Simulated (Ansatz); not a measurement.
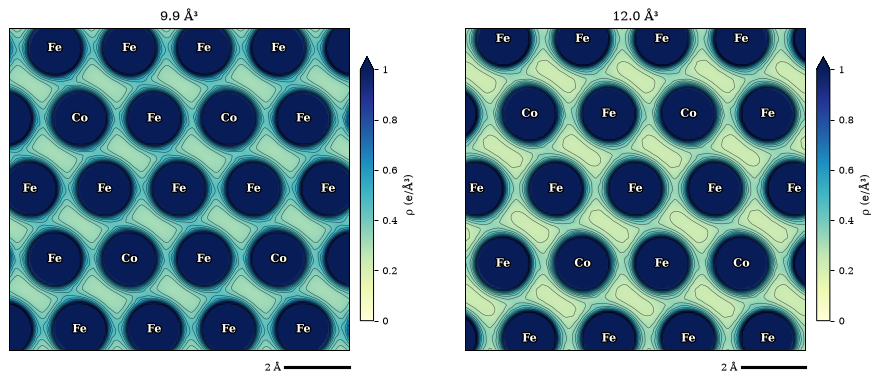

Fe$_{7}$Co. The valence pseudo-density of cells scaled evenly to different volumes (given per atom above each panel), on the (010) plane of each (indices in the axes of the cell below), at one length scale and on one colour scale.

A structure from a database of computed crystals, not necessarily the ambient phase; spin-polarised.

Computed with Ansatz 0.2.0, DFT PBEsol, scalar-relativistic, plane waves, PAW.

The largest cell:

```yaml
crystal:
  lattice:
    - [-2.88499, 2.88499, 2.88499]
    - [2.88499, -2.88499, 2.88499]
    - [2.88499, 2.88499, -2.88499]
  atoms:
    - { symbol: Fe, position: [0.00000, 0.50000, 0.50000] }
    - { symbol: Fe, position: [0.50000, 0.50000, 0.00000] }
    - { symbol: Fe, position: [0.50000, 0.00000, 0.50000] }
    - { symbol: Fe, position: [0.00000, 0.00000, 0.50000] }
    - { symbol: Fe, position: [0.00000, 0.50000, 0.00000] }
    - { symbol: Fe, position: [0.50000, 0.00000, 0.00000] }
    - { symbol: Fe, position: [0.50000, 0.50000, 0.50000] }
    - { symbol: Co, position: [0.00000, 0.00000, 0.00000] }
```

| volume (Å³/atom) | Fe–Fe contact in the plane (Å) | ρ at its midpoint (e/Å³) | pressure (GPa) | largest moment (μB) | 
| --- | --- | --- | --- | --- |
| 9.93 | 2.345 | 0.443 | 25.4 | 2.19 | 
| 11.57 | 2.468 | ? | ? | ? | 
| 12.01 | 2.498 | 0.331 | −16.0 | 2.53 | 

Q: What values belong in the row with question marks?

A: Over the known rows ln ρ falls by 1.90 per Å of Fe–Fe distance (the line through the two), which gives 0.350 e/Å³ at 2.468 Å; the calculation gives 0.351 e/Å³. For the pressure, a straight line in volume between the neighbouring rows gives −7.2 GPa; the calculation gives −10.5, lower because pressure rises ever faster on compression. For the largest moment, a straight line in volume between the neighbouring rows gives 2.46 μB; the calculation gives 2.48.
